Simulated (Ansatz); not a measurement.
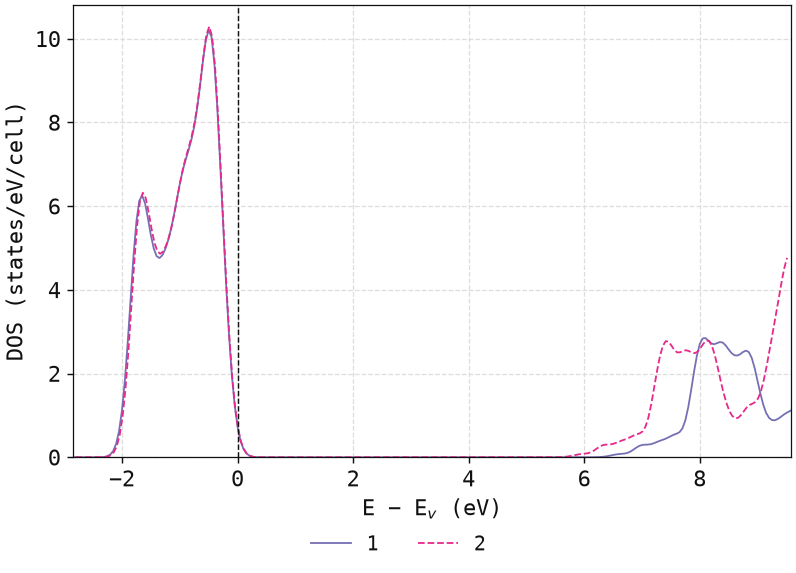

Total densities of states of LiCl, space group Cmc2_1 (No. 36), 4 atoms in the cell, wurtzite type, uniaxial (x) strain +5.0%, by two methods on the same cell. The curves are built from the levels of the k mesh with Gaussians 0.3 eV wide, which also blur the band edges. Each is counted from its own valence-band top.

> Which curve is which? The methods: r2SCAN, PBE.

1 is r2SCAN; 2 is PBE. r2SCAN gives a gap of 6.45 eV and PBE gives a gap of 5.80 eV.

Settings. r2SCAN: DFT, r2SCAN, plane waves, PAW, no spin polarisation, 12×12×4 k mesh, 500 eV cutoff (Ansatz 0.2.0). PBE: DFT, PBE, plane waves, PAW, no spin polarisation, 12×12×4 k mesh, 420 eV cutoff (Ansatz 0.2.0).
